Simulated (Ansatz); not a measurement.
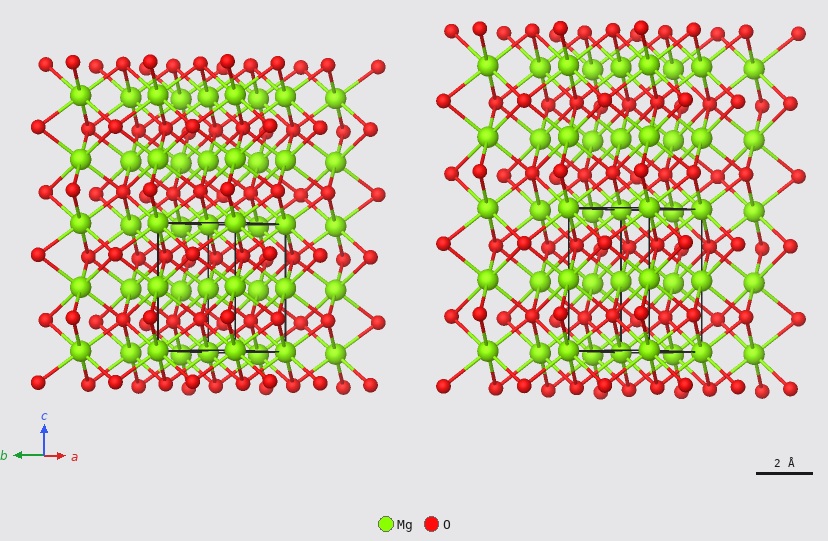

Two geometries of solid MgO (built on the NiAs type), drawn at one scale. One is the start of a relaxation, the other its converged end. Style: ball-and-stick. Shown: the cell of the calculation, repeated 2 × 2 × 2 with one cell outlined, from a free direction.

These are results of Ansatz, DFT, PBE, plane waves, PAW, not measurements. Settings: plane-wave cutoff 420 eV; k-point mesh 12 × 12 × 6; occupations fermi dirac; smearing width 0.02 eV; no spin polarisation; cell and atoms relaxed; force threshold 0.005 eV/Å.

Q: Which of the two is the end point?

A: The right one is the relaxed one. The atoms keep their places relative to the cell (all moves are under 0.005 Å). The volume changes by +21.6 %, with a = b 2.834 → 2.958 Å (+4.4 %), c 4.619 → 5.157 Å (+11.6 %). Among the contacts that change: Mg–Mg 2.310 → 2.578 Å, Mg–O 2.003 → 2.140 Å. Bond angles that change, for instance: Mg–O–Mg 70.4° → 74.1°, O–Mg–O 90.1° → 87.5°, Mg–O–Mg 90.1° → 87.5°. The space group stays P6_3/mmc (No. 194). The energy falls by 0.980 eV per cell of the calculation in 7 accepted moves (10 points after the start). All forces vanish by symmetry, so only the cell relaxes. The pressure goes from 43.47 to 0.00 GPa. The SCF was repeated 3 times at an unchanged geometry on a basis and grid sized afresh for the cell, which shifted the energy by 76.2 meV per cell of the calculation at most.
